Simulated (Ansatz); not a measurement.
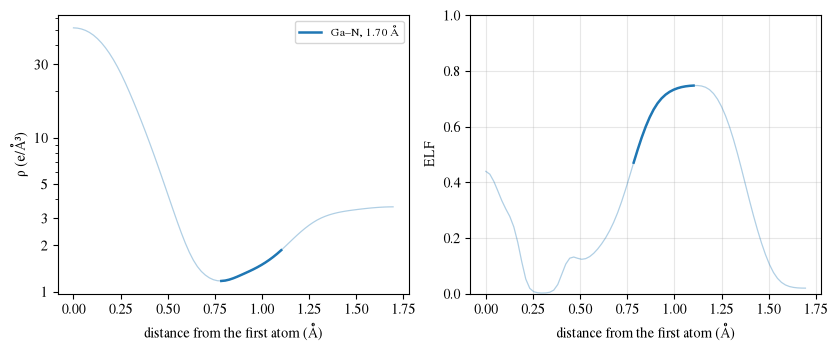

The picture shows: GaN. Valence electron density and electron localisation function along straight lines between neighbouring atoms. Thin, pale parts lie inside the atomic spheres.

Space group P6/mmm; a generated structure, not necessarily the stable one.

Level of theory: Kohn-Sham DFT of a periodic cell, B3LYP, Ansatz PAW (Ansatz 0.2.0).

In a PAW calculation such maps are meaningful between the atoms, not at the nuclei.

```
Ga N
1.0
     5.23038    0.00000    0.00000
    -2.61519    4.52964    0.00000
     0.00000    0.00000    3.39010
Ga N
1 1
Direct
  0.00000 0.00000 0.50000
  0.00000 0.00000 0.00000
```

**What can be read from the curves?**

Ga–N (1.70 Å): ρ is about 1.2 e/Å³ halfway; the ELF peaks at about 0.75 in the valence shell of N, 0.6 Å from its nucleus, and is about 0.60 at the midpoint.
